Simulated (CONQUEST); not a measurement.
# BaTiO3: 7 runs along one coordinate

System: BaTiO3 (5 atoms in the cell).
Method: Kohn-Sham DFT of a periodic cell, PBE, PseudoDojo NC PBE, no spin polarisation (CONQUEST 1.3).

The 7 runs differ only in the geometry, by an even scaling of the cell at fixed fractional positions. The structure derives from an entry of the Crystallography Open Database.

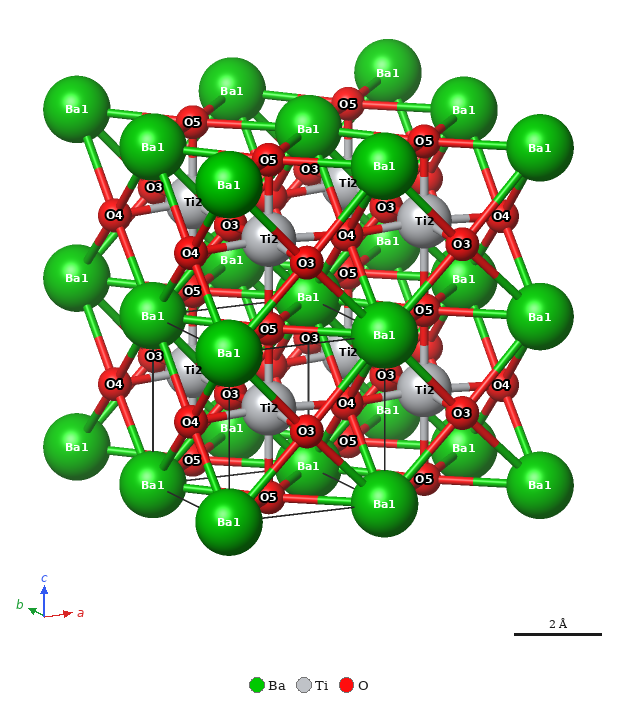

Figure 1. The structure of run 4 (ball-and-stick view of the cell of the calculation, repeated 2 × 2 × 2, seen at an oblique angle; atoms are numbered from 1 in the order of the input).

**Input of run 4**
```
IO.Title BaTiO3
IO.Coordinates coords.dat
IO.FractionalAtomicCoords T
IO.Iprint 2
IO.Iprint_init 1
General.NumberOfSpecies 3
General.PseudopotentialType hamann
AtomMove.TypeOfRun static
AtomMove.FullStress T
Grid.PointsAlongX 48
Grid.PointsAlongY 48
Grid.PointsAlongZ 48
DM.SolutionMethod diagon
Diag.MPMesh T
Diag.GammaCentred T
Diag.MPMeshX 7
Diag.MPMeshY 7
Diag.MPMeshZ 7
Diag.kT 0.00183747
minE.SCTolerance 1e-6
SC.MaxIters 100
IO.AtomChargeOutput T
%block ChemicalSpeciesLabel
1 137.330 Ba
2 47.880 Ti
3 16.000 O
%endblock
```

Command:
```bash
Conquest
```

Lattice vectors (Å) and fractional positions of run 4:
```
   3.999800    0.000000    0.000000
   0.000000    3.999800    0.000000
   0.000000    0.000000    4.018000
Ba  0.000000  0.000000  0.000000
Ti  0.500000  0.500000  0.510000
O   0.500000  0.000000  0.483000
O   0.000000  0.500000  0.483000
O   0.500000  0.500000  0.981000
```

Run 3 has the same physical settings and fractional positions; its lattice vectors (Å) are:
```
   3.972955    0.000000    0.000000
   0.000000    3.972955    0.000000
   0.000000    0.000000    3.991033
```

**Results, with one run withheld**

| run | volume per atom (Å³) | free energy per atom, from the lowest run given (meV) | pressure (GPa) | gap on the mesh (eV) |
| --- | --- | --- | --- | --- |
| 1 | 12.085 | 53.95 | 17.76 | 1.95 |
| 2 | 12.342 | 29.83 | 12.60 | 1.90 |
| 3 | 12.599 | ? | ? | ? |
| 4 | 12.856 | 3.24 | 3.97 | 1.79 |
| 5 | 13.113 | 0.00 | 0.39 | 1.74 |
| 6 | 13.371 | 1.72 | −2.70 | 1.70 |
| 7 | 13.628 | 8.51 | −5.95 | 1.65 |

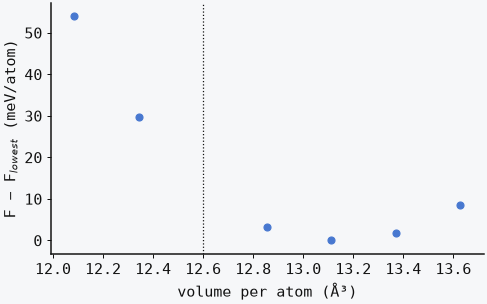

Figure 2. Free energy per atom of the runs given; the dotted line marks run 3.

Fit the runs given and predict run 3.

A cubic polynomial in V^(−2/3) (the Birch–Murnaghan form), fitted to the 6 runs given, misses them by at most 0.19 meV per atom. With x = V^(−2/3) − 0.18199 Å⁻², it reads F = 2.8384 + 2464.1 x + 4.9964e+05 x² + 1.0174e+06 x³ (meV per atom). At run 3 it gives 13.15 meV per atom, and the run itself gives 12.98. The slope of the fit gives a pressure −dF/dV of 8.12 GPa there, and the run prints 8.36 GPa. The two needn't agree exactly: the fit is approximate, and the printed stress is taken on a finite basis. The fit has its minimum at 13.149 Å³ per atom, where V d²F/dV² gives 172 GPa. Cell shape and fractional positions are held, so this is the stiffness under even scaling; the relaxed bulk modulus wasn't computed. The gap on the mesh goes, without turning, from 1.95 eV in run 1 to 1.65 eV in run 7; run 3 has 1.85 eV. These are gaps of this functional on this mesh, which can miss the band edges; they aren't the measured gap.

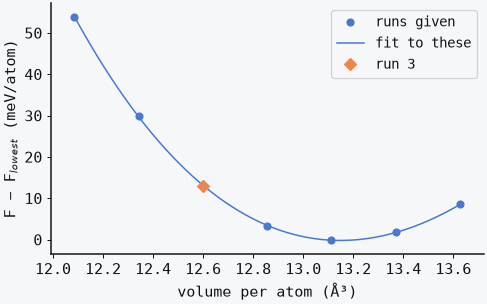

Figure 3. The fit and the withheld run.

**Some lines of the output (run 3)**
```
[...]
      Using Fermi-Dirac smearing
          DFT Total Energy                 :      -136.764639301044497 Ha
          Free Energy (E-TS)               :      -137.547970534759401 Ha
          DFT Total Energy                 :      -134.803204677316643 Ha
          DFT Total Energy                 :      -137.166261728093588 Ha
          DFT Total Energy                 :      -137.243499202321630 Ha
          DFT Total Energy                 :      -137.275158234368575 Ha
          DFT Total Energy                 :      -137.283267558295449 Ha
          DFT Total Energy                 :      -137.283591143996944 Ha
          DFT Total Energy                 :      -137.283621482353510 Ha
          DFT Total Energy                 :      -137.283656619692266 Ha
          DFT Total Energy                 :      -137.283656635530235 Ha
      |* DFT total energy        =      -137.283656635530235 Ha
    force: Average pressure:      8.35893078 GPa
```

Notes: Points of doubt noted for this run: small atomic basis. With a small basis of atomic orbitals these values can differ much from converged plane-wave results.
